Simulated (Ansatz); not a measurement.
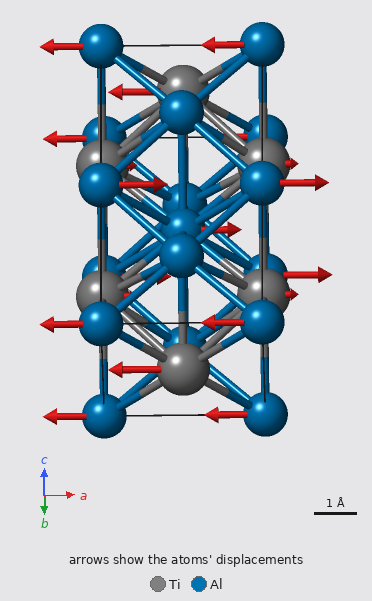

The lowest optical mode of crystalline Ti$_{3}$Al$_{5}$, space group Pmmm (No. 47), at the zone centre. The red arrows give the relative displacements of the atoms. The picture is a ball-and-stick view of the cell of the calculation, seen from a free direction.

The calculation used Ansatz 0.2.0, DFT LDA, scalar-relativistic, plane waves, PAW.

Input file:
```yaml
crystal:
  lattice:
    - [3.8521241995, 0.0, 0.0]
    - [0.0, 3.9557884039, 0.0]
    - [0.0, 0.0, 7.9889717528]
  atoms:
    - { symbol: Ti, position: [0.0, 0.5, 0.2646126191] }
    - { symbol: Ti, position: [0.0, 0.5, 0.7353873809] }
    - { symbol: Ti, position: [0.5, 0.5, 0.0] }
    - { symbol: Al, position: [0.0, 0.0, 0.0] }
    - { symbol: Al, position: [0.0, 0.0, 0.5] }
    - { symbol: Al, position: [0.5, 0.5, 0.5] }
    - { symbol: Al, position: [0.5, 0.0, 0.2418838216] }
    - { symbol: Al, position: [0.5, 0.0, 0.7581161784] }
basis:
  ecutwfc: 420
kpoints:
  mp_grid: { grid: [10, 10, 6] }
hamiltonian:
  xc: lda
scf:
  occupations: { method: fermi_dirac, width: 0.15 }
output:
  eigenvalues: true
phonons:
  method: dfpt
  eigenvectors: true
```

Launched with:
```bash
ansatz run input.yaml --threads 4 --pin off --max-ram 12288MiB --backend cpu --events-out ev --progress --plain --runs-dir out
```

The frequencies depend somewhat on the k-mesh and the smearing.

### Is the structure stable against all modes at this point?

Yes: this softest mode has a real frequency, and so have all others here. That speaks for this wave vector alone: the rest of the zone wasn't checked in this run. This is the B₃u mode at 183 cm⁻¹, the lowest optical level, infrared-active by symmetry. The Al (2s) atoms hardly move; the Ti (1f) and Al (1a) sublattices move against the Al (1c) and Al (1h) and Ti (2r) sublattices, along a; the kinetic energy is shared as Al 51 %, Ti 49 %. The crystal is a metal, so free carriers screen the infrared response.
